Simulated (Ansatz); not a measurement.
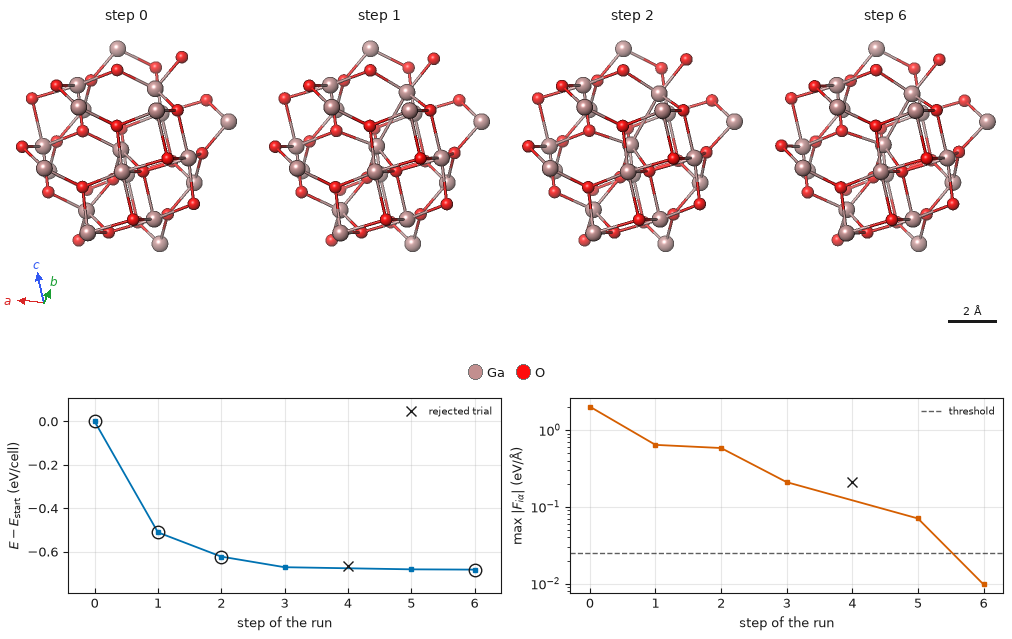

Frames of a relaxation of a defect cell of composition Ga₁₆O₂₃, marked on the history of the run. The picture is a ball-and-stick view of the atoms within 5.0 Å of the atom that moves most (axes of the cell of the calculation (origin shifted)), seen from a free direction.

Case: O vacancy (site i), charge +0, atoms relaxed at the host's cell.

All numbers below come from DFT PBEsol, scalar-relativistic, plane waves, PAW in Ansatz. Set-up: plane-wave cutoff 420 eV; k-point mesh 2 × 2 × 2; occupations gaussian; smearing width 0.01 eV; mesh shifted by (0.5, 0.5, 0.5); no spin polarisation; atoms relaxed in a fixed cell; force threshold 0.025 eV/Å; at most 45 steps.

### What happens along the run?

The largest moves, 0.26 Å, are those of Ga atoms. Largest moves by element: Ga 0.26 Å, O 0.13 Å. The cell doesn't change. Among the contacts that change: Ga–Ga 3.047 → 2.547 Å, Ga–O 2.017 → 1.924 Å, Ga–O 1.842 → 1.911 Å, Ga–O 1.873 → 1.937 Å. Among the angles between lasting bonds that change: O–Ga–O 107.1° → 99.0°, O–Ga–O 105.9° → 98.0°, Ga–O–Ga 121.6° → 114.2°. The energy falls by 0.682 eV per cell of the calculation in 5 accepted moves (6 points after the start). The largest force component goes from 2 to 0.0098 eV/Å. The line search rejected the trial step at point 4 of the run. From step 0 to 1: Ga atoms move most (0.20 Å), energy −0.511 eV per cell of the calculation. From step 1 to 2: Ga atoms move most (0.07 Å), energy −0.112 eV per cell of the calculation. From step 2 to 6: a Ga atom moves most (0.12 Å), energy −59.9 meV per cell of the calculation.

| step | E − E(0), meV/atom | largest force component, eV/Å | note |
| --- | --- | --- | --- |
| 0 | 0.00 | 2.0167 |  |
| 1 | -13.09 | 0.6410 |  |
| 2 | -15.96 | 0.5831 |  |
| 3 | -17.21 | 0.2095 |  |
| 4 | -17.11 | 0.2111 | rejected |
| 5 | -17.46 | 0.0705 |  |
| 6 | -17.49 | 0.0098 |  |

Limits of the set-up: the periodic images lie only 7.5 Å apart, so the values are limited by the cell's size.
